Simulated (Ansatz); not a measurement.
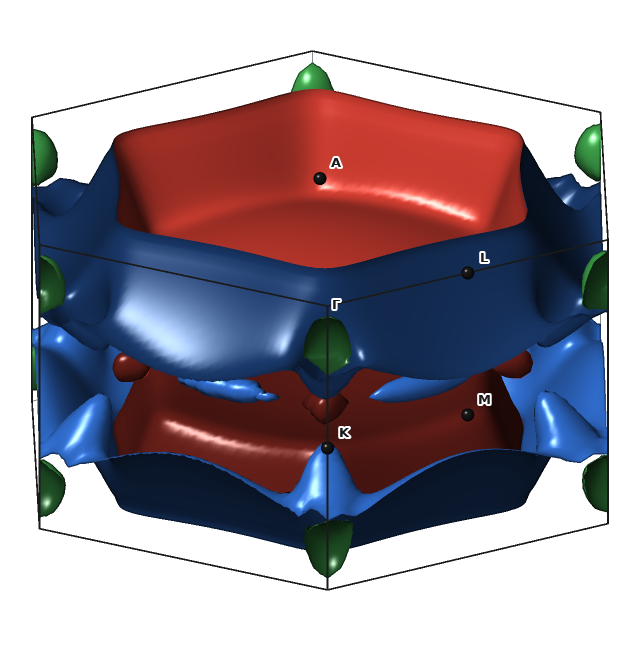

A computed Fermi surface in the first Brillouin zone. Each colour is one band. The brighter face of a sheet looks towards empty states.

**Which lattice has this zone with these labels?**

Hexagonal.

**What do the sheets look like?**

The red sheet: one hole pocket centred at A (23 % of the zone) and specks under 0.04 % of the zone, which the mesh doesn't resolve and which may come from the interpolation.
The blue sheet: six electron pockets on the Γ–M line, no more than about three mesh steps wide (each 0.04 % of the zone) and an open sheet between a empty part that runs through the repeated zones in all directions and a filled one that does so in two.
The green sheet: four electron pockets on the H–K line (each 0.10 % of the zone).
A pocket cut by a face of the zone is counted once with the part on the opposite face.
The shape of the surface of the blue sheet changes its kind within 0.04 eV of this level, so small parts may appear, vanish, join or separate.

The surface was computed for Tl in space group P6_3/mmc; other compounds with the same structure and electron count can look alike.

The calculation used DFT PBE, scalar-relativistic, plane waves, PAW; levels and slopes on a dense k mesh at the converged density in Ansatz 0.2.0. No spin polarisation. Mesh 30×30×16, interpolated with the band slopes. Cell and positions as given, without relaxation (residual pressure 3 GPa).

Spin-orbit coupling is left out; with Tl it can split, shift or remove sheets. Necks and pockets thinner than about two mesh steps aren't resolved, so separate pockets may in truth be joined.
